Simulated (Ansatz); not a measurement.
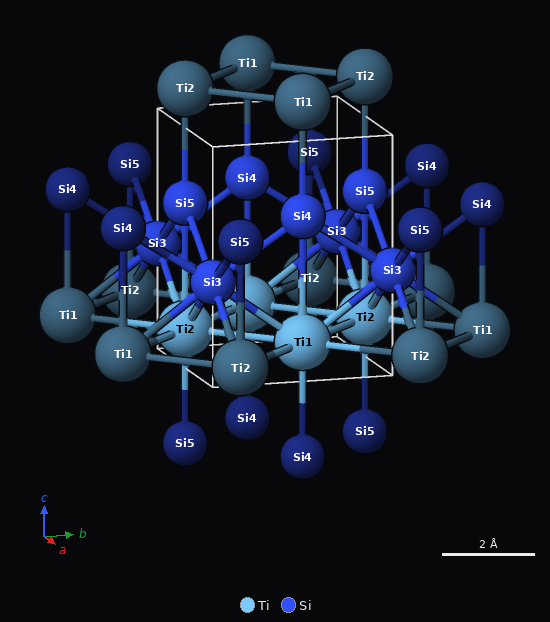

Fig. 1: The structure (ball-and-stick view of the cell of the calculation, seen slightly off an axis; neighbours outside the cell are drawn fainter; atoms are numbered from 1 in the order of the input). An atom can appear more than once, as a periodic image.

## Two runs on Ti$_{2}$Si$_{3}$

System: Ti$_{2}$Si$_{3}$ (5 atoms in the cell).
Method of run 1: DFT PBE, scalar-relativistic, plane waves, PAW, spin-polarised (Ansatz 0.2.0).

The structure was made by a generator, so it may or may not be a known phase. Text and figures count atoms from 1; the logs count them from 0 in places.

## Input file, run 1
```yaml
crystal:
  lattice:
    - [4.1041525018, 0.0, 0.0]
    - [0.0, 4.1041525018, 0.0]
    - [0.0, 0.0, 5.3741598433]
  atoms:
    - { symbol: Ti, position: [0.0, 0.5, 0.1630338925], spin: 1.0 }
    - { symbol: Ti, position: [0.5, 0.0, 0.1630338925], spin: 1.0 }
    - { symbol: Si, position: [0.0, 0.0, 0.4377380207] }
    - { symbol: Si, position: [0.0, 0.5, 0.6867631972] }
    - { symbol: Si, position: [0.5, 0.0, 0.6867631972] }
basis:
  ecutwfc: 420
kpoints:
  mp_grid: { grid: [4, 4, 4] }
hamiltonian:
  xc: pbe
scf:
  occupations: { method: gaussian, width: 0.1 }
  lower_state_search: "off"
output:
  forces: true
  stress: true
  eigenvalues: true
  populations: true
magnetization:
  spin_polarized: true
```

Command:
```bash
ansatz run input.yaml --threads 1 --pin off --max-ram 2560MiB --backend cpu --events-out ev --progress --plain --runs-dir out
```

Hardware: 1 thread of Intel Xeon @ 2.50GHz (Skylake/Cascade Lake), 189 GiB of memory available, shared host.

## Output, shortened to warnings, some set-up lines, iterations and results (run 1)
```
WARN: the starting moments were not kept: the SCF closed with an absolute magnetisation of 5.7e-5 μB, where they sum to 2 μB in size (2 sites). That is at most 0.1 of that sum. Measured as dr2_m measures the in/out step, that magnetisation stands 3.4e-10 eV from none, at or under the dr2_threshold of 1.0e-7 eV: it is no larger than a step whose dr2_m would equal this threshold. The system may …
Basis set: ecut = 420 eV, 1785 PW (Γ), exchange–correlation on 60×60×72 points (8 copies of the dense FFT grid, shifted against one another)
Symmetry: 8 space group operations
k-points: 18 of 64 (time reversal used)
Initial density: superposition of atomic densities (chi_scale 0.1, normalization cell)
[...]
SCF iter   1: F=—  HF=-6905.652238 eV  |F-HF|=—  |Δ(HF+E_count)|=         —  Δρ=3.30e-2 (↑3.30e-2 ↓2.90e-2)  dr2=3.39e0  dr2_m=4.72e-1  M=1.247 μB ∫|m|=1.290 μB  β_m=0.30  …
SCF iter   2: F=—  HF=-6905.381699 eV  |F-HF|=—  |Δ(HF+E_count)|=   2.71e-1  Δρ=2.53e-2 (↑2.53e-2 ↓2.19e-2)  dr2=1.92e0  dr2_m=2.75e-1  M=1.178 μB ∫|m|=1.218 μB  β_m=0.30  …
SCF iter   3: F=—  HF=-6904.993999 eV  |F-HF|=—  |Δ(HF+E_count)|=   3.88e-1  Δρ=1.46e-2 (↑1.44e-2 ↓1.46e-2)  dr2=3.67e-2  dr2_m=1.66e-1  M=1.078 μB ∫|m|=1.105 μB  β_m=0.30  …
SCF iter   4: F=—  HF=-6905.013451 eV  |F-HF|=—  |Δ(HF+E_count)|=   1.95e-2  Δρ=1.15e-2 (↑1.15e-2 ↓1.12e-2)  dr2=1.99e-2  dr2_m=1.02e-1  M=1.018 μB ∫|m|=1.044 μB  β_m=0.30  …
SCF iter   5: F=—  HF=-6905.025331 eV  |F-HF|=—  |Δ(HF+E_count)|=   1.19e-2  Δρ=8.65e-3 (↑8.50e-3 ↓8.65e-3)  dr2=2.24e-3  dr2_m=6.07e-2  M=0.983 μB ∫|m|=1.007 μB  β_m=0.30  …
[... 11 lines ...]
SCF iter  17: F=—  HF=-6905.059488 eV  |F-HF|=—  |Δ(HF+E_count)|=   1.26e-6  Δρ=8.05e-6 (↑6.49e-6 ↓8.05e-6)  dr2=8.36e-8  dr2_m=3.13e-8  M=0.004 μB ∫|m|=0.004 μB  β_m=0.97  …
SCF iter  18: F=-6905.059488 eV  HF=-6905.059488 eV  |F-HF|=4.60e-8  |Δ(HF+E_count)|=   2.43e-7  Δρ=3.56e-6 (↑3.56e-6 ↓3.54e-6)  dr2=7.24e-8  dr2_m=9.05e-10  M=0.000 μB …
SCF iter  19: F=-6905.059488 eV  HF=-6905.059488 eV  |F-HF|=8.97e-10  |Δ(HF+E_count)|=   1.46e-8  Δρ=5.57e-7 (↑5.36e-7 ↓5.57e-7)  dr2=1.68e-9  dr2_m=5.13e-11  M=-0.000 μB …
SCF iter  20: F=-6905.059488 eV  HF=-6905.059488 eV  |F-HF|=1.55e-11  |Δ(HF+E_count)|=  1.73e-10  Δρ=1.41e-7 (↑1.21e-7 ↓1.41e-7)  dr2=2.91e-11  dr2_m=8.80e-12  M=-0.000 μB …
SCF 1 converged in 20 iterations: F = -6905.059488 eV  dr2 = 2.91e-11
SCF converged after 20 iterations
Magnetization: -0.0001 μB (18.0000 up, 18.0000 down)
Absolute magnetization: 0.0001 μB (∫|ρ↑−ρ↓|, with the PAW one-centre terms)
Spin contamination: 0.0000 ħ² per cell (⟨S²⟩ above its minimum at these occupations)
Per-site moments (μB) at R_I (Å): [(-1.4854913172711505e-5, 1.0427760238638615), (-1.4854913172632295e-5, 1.0427760238638615), (-1.2250051661424784e-6, 1.0105885295588484), (-7.318290355696766e-7, 1.0105885295588484), (-7.318290355717577e-7, 1.0105885295588484)]
Free energy (F): -6905.059488 eV
Harris-Foulkes:  -6905.059488 eV  (|F-HF|=1.55e-11)
Internal energy: -6905.026141 eV  (E = F + TS)
E sigma→0 (E₀):  -6905.042815 eV
Entropy (-TS):   -0.033347 eV (-6.669 meV/atom)
Fermi energy:    9.602355 eV
--- Per-component energies (eV) ---
  E_band       = -355.471470
  E_kinetic    = 666.698146
  E_local      = -2506.174189  (includes V_loc(G=0)·N_el)
  E_nonlocal   = 96.188740
  E_hartree    = 1061.079170
  E_xc         = -360.835787
  E_vxc        = -384.469425  (∫ρ·V_xc dr)
  E_paw        = -3633.586144  (= ΣΔE_a)
  E_vpaw       = -349.873396  (= ΣTr[D̂ρ^β])
  E_aug_tail   = 0.000263  (compensation charges beyond the density's cutoff)
  E_ewald      = -2228.396341
  E_smearing   = -0.033347  (= −TS)
  E_closure    = 0.000000  (closes the sum)
  Σ components = -6905.059488   (vs F -6905.059488, Δ=0.00e0)
--- Forces (eV/Å), atoms counted from 1 ---
  atom   1  Ti    -0.00000000     0.00000000    -0.01243565
  atom   2  Ti     0.00000000     0.00000000    -0.01243565
  atom   3  Si    -0.00000000     0.00000000     0.02634020
  atom   4  Si    -0.00000000     0.00000000    -0.00073611
  atom   5  Si     0.00000000     0.00000000    -0.00073611
  max |Σ_I F_I| component: 3.32e-6 eV/Å
--- Stress (GPa, compression-positive) ---
        0.035480       0.000000       0.000000
        0.000000       0.035480       0.000000
        0.000000       0.000000      -0.066327
  P = ⅓ Tr σ = 0.0015 GPa (0.015 kbar)
--- Löwdin populations: 5 sites ---
  site symbol       q [e]    m [muB]
     0     Ti     11.5777    -0.0000
     1     Ti     11.5777    -0.0000
     2     Si      4.1836    -0.0000
     3     Si      4.1034    -0.0000
     4     Si      4.1034    -0.0000
  spilling = 0.012616 (of n_electrons = 36.000000)
```

For run 2 the input was changed thus:
```diff
-    - [4.1041525018, 0.0, 0.0]
-    - [0.0, 4.1041525018, 0.0]
-    - [0.0, 0.0, 5.3741598433]
+    - [4.17905371, 0.0, 0.0]
+    - [0.0, 4.17905371, 0.0]
+    - [0.0, 0.0, 5.23854159]
-    - { symbol: Ti, position: [0.0, 0.5, 0.1630338925], spin: 1.0 }
-    - { symbol: Ti, position: [0.5, 0.0, 0.1630338925], spin: 1.0 }
-    - { symbol: Si, position: [0.0, 0.0, 0.4377380207] }
-    - { symbol: Si, position: [0.0, 0.5, 0.6867631972] }
-    - { symbol: Si, position: [0.5, 0.0, 0.6867631972] }
+    - { symbol: Ti, position: [0.0, 0.5, 0.15546914] }
+    - { symbol: Ti, position: [0.5, 0.0, 0.15546914] }
+    - { symbol: Si, position: [0.0, 0.0, 0.35567994] }
+    - { symbol: Si, position: [0.0, 0.5, 0.73535699] }
+    - { symbol: Si, position: [0.5, 0.0, 0.73535699] }
-  populations: true
-magnetization:
-  spin_polarized: true
```

Predict how the results change.

With the same functional and potentials, run 2 lies 460.6 meV per atom higher. The pressure goes from 0.00 to 10.49 GPa. The largest force goes from 0.026 to 4.441 eV/Å. The volume per atom goes from 18.10 to 18.30 Å³. The SCF takes 7 iterations against 20. The plane waves at Γ go from 1785 to 1769. On the same kind of shared host run 2 took about 0.22 times as long. The two runs start from different initial densities, which also moves the count.

## Output, shortened to warnings, some set-up lines, iterations and results (run 2)
```
Basis set: ecut = 420 eV, 1769 PW (Γ), exchange–correlation on 60×60×72 points (8 copies of the dense FFT grid, shifted against one another)
Symmetry: 8 space group operations
k-points: 18 of 64 (time reversal used)
Initial density: superposition of atomic densities (neutral atoms: chi_scale 0, normalization atom), corrected by the library's trained network
[...]
SCF iter   1: F=—  HF=-6902.773450 eV  |F-HF|=—  |Δ(HF+E_count)|=         —  Δρ=6.08e-3  dr2=1.09e-1  ethr=1.77e-3  ⟨swp⟩=5.2  Hψ=1955  notcnv=0
SCF iter   2: F=—  HF=-6902.762354 eV  |F-HF|=—  |Δ(HF+E_count)|=   1.11e-2  Δρ=3.29e-3  dr2=3.19e-2  ethr=3.02e-4  ⟨swp⟩=1.1  Hψ=559  notcnv=0
SCF iter   3: F=—  HF=-6902.756934 eV  |F-HF|=—  |Δ(HF+E_count)|=   5.42e-3  Δρ=6.17e-4  dr2=8.84e-4  ethr=8.87e-5  ⟨swp⟩=2.1  Hψ=524  notcnv=0
SCF iter   4: F=—  HF=-6902.756762 eV  |F-HF|=—  |Δ(HF+E_count)|=   1.72e-4  Δρ=1.96e-4  dr2=6.50e-5  ethr=2.46e-6  ⟨swp⟩=2.0  Hψ=572  notcnv=0
SCF iter   5: F=—  HF=-6902.756655 eV  |F-HF|=—  |Δ(HF+E_count)|=   1.06e-4  Δρ=6.92e-5  dr2=5.83e-6  ethr=1.80e-7  ⟨swp⟩=2.1  Hψ=561  notcnv=0
SCF iter   6: F=—  HF=-6902.756656 eV  |F-HF|=—  |Δ(HF+E_count)|=   7.66e-7  Δρ=2.06e-5  dr2=7.07e-7  ethr=1.62e-8  ⟨swp⟩=2.1  Hψ=573  notcnv=0
SCF iter   7: F=-6902.756656 eV  HF=-6902.756656 eV  |F-HF|=3.43e-9  |Δ(HF+E_count)|=   5.85e-8  Δρ=5.77e-6  dr2=4.77e-8  ethr=2.78e-10  ⟨swp⟩=5.7  Hψ=1692  notcnv=0
SCF 1 converged in 7 iterations: F = -6902.756656 eV  dr2 = 4.77e-8
SCF converged after 7 iterations
Free energy (F): -6902.756656 eV
Harris-Foulkes:  -6902.756656 eV  (|F-HF|=3.43e-9)
Internal energy: -6902.716415 eV  (E = F + TS)
E sigma→0 (E₀):  -6902.736536 eV
Entropy (-TS):   -0.040241 eV (-8.048 meV/atom)
Fermi energy:    9.140487 eV
--- Per-component energies (eV) ---
  E_band       = -358.482133
  E_kinetic    = 671.892250
  E_local      = -2636.968686  (includes V_loc(G=0)·N_el)
  E_nonlocal   = 98.994304
  E_hartree    = 1122.612205
  E_xc         = -361.985095
  E_vxc        = -385.845964  (∫ρ·V_xc dr)
  E_paw        = -3634.740358  (= ΣΔE_a)
  E_vpaw       = -351.773109  (= ΣTr[D̂ρ^β])
  E_aug_tail   = 0.000246  (compensation charges beyond the density's cutoff)
  E_ewald      = -2162.521282
  E_smearing   = -0.040241  (= −TS)
  E_closure    = -0.000000  (closes the sum)
  Σ components = -6902.756656   (vs F -6902.756656, Δ=0.00e0)
--- Forces (eV/Å), atoms counted from 1 ---
  atom   1  Ti    -0.00000000     0.00000000     2.50322097
  atom   2  Ti    -0.00000000     0.00000000     2.50322097
  atom   3  Si    -0.00000000     0.00000000     3.87541300
  atom   4  Si     0.00000000     0.00000000    -4.44095067
  atom   5  Si     0.00000000     0.00000000    -4.44095067
  max |Σ_I F_I| component: 4.64e-5 eV/Å
--- Stress (GPa, compression-positive) ---
        5.145924       0.000000       0.000000
        0.000000       5.145924       0.000000
        0.000000       0.000000      21.176723
  P = ⅓ Tr σ = 10.4895 GPa (104.895 kbar)
```

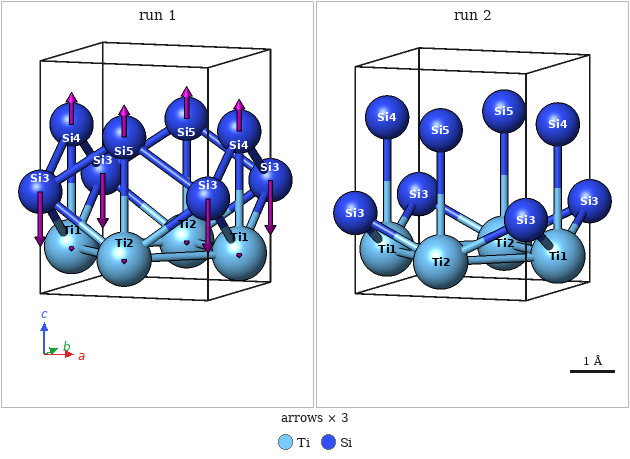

Fig. 2: The two input geometries at one scale (ball-and-stick view of the cell of the calculation, seen slightly off an axis). The pink arrows on the first give the shifts of the atoms relative to the cell, with their mean removed, magnified 3 times. The largest move relative to the cell is that of Si3, 0.43 Å. Largest moves by element: Si 0.43 Å, Ti 0.04 Å. (The mean shift of all atoms is removed.) Cell: a = b 4.104 → 4.179 Å (+1.8 %), c 5.374 → 5.239 Å (−2.5 %). Volume +1.1 %. Among the contacts that change: Si3–Si4 2.450 → 2.885 Å, Ti1–Si4 2.560 → 2.201 Å, Ti1–Si3 2.528 → 2.338 Å, Ti1–Ti2 2.902 → 2.955 Å.

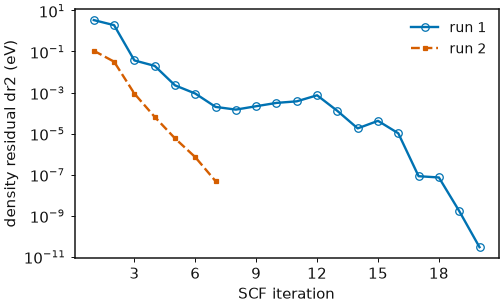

Fig. 3: Convergence of the two runs: density residual dr2 against the SCF iteration. Run 1 takes 20 iterations in all, and run 2 takes 7.

## The two runs side by side

```csv
quantity,run 1,run 2
outcome,converged,converged
free energy per atom (eV),−1381.0119,−1380.5513
"energy per atom, smearing taken to zero (eV)",−1381.0086,−1380.5473
gap on the mesh (eV),0.00,0.00
net moment of the cell (μB),0.00,–
absolute moment of the cell (μB),0.00,–
pressure (GPa),0.00,10.49
volume per atom (Å³),18.10,18.30
largest force (eV/Å),0.026,4.441
SCF iterations,20,7
irreducible k-points,18,18
plane waves at Γ,1785,1769
wall time (shared host),30 s,6.5 s
```

For run 1: Warnings: some starting moments were not kept.
